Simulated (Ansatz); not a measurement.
Consider Rb.

```xyz
4
Lattice="5.6120 0.0000 0.0000 0.0000 5.4543 -5.4543 0.0000 5.7697 5.7697" Properties=species:S:1:pos:R:3 pbc="T T T"
Rb    0.0000    0.0000    0.0000
Rb    2.8060    2.7272   -2.7272
Rb    0.0000    5.6120    0.1577
Rb    2.8060    2.8848    2.8848
```

Space group Fmmm; changed on purpose from its base cell (strain +0.0562 x Voigt [0, 0, 0, 1, 0, 0], atoms carried along); computed without spin polarisation.

The calculation used Ansatz 0.2.0, DFT PBEsol, scalar-relativistic, plane waves, PAW.

Question: Predict the valence pseudo-density and electron localisation function between the atoms.

Answer: Rb–Rb (4.77 Å): ρ at the midpoint is about 0.02 e/Å³; the ELF is about 0.15 at the midpoint: no localised pair shows between them.

Question: Metal or insulator at this level of theory?

Answer: It is gapless in this calculation (a metal or semimetal).

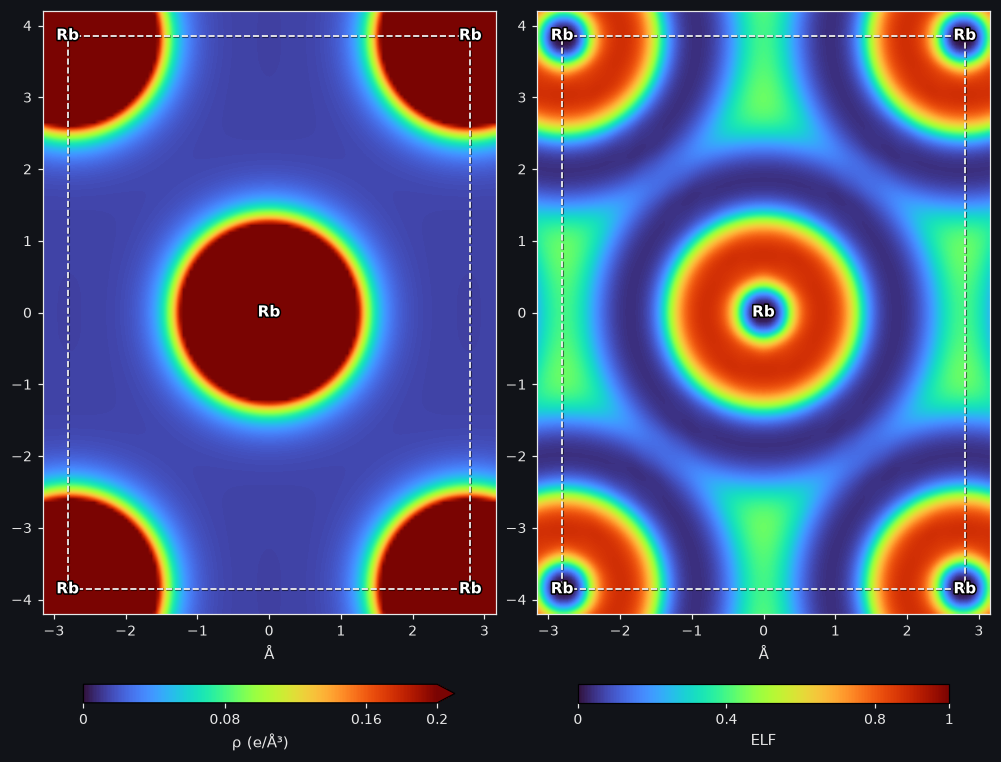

Computed valence pseudo-density and electron localisation function on the (001) plane of the conventional cell, in this order. 
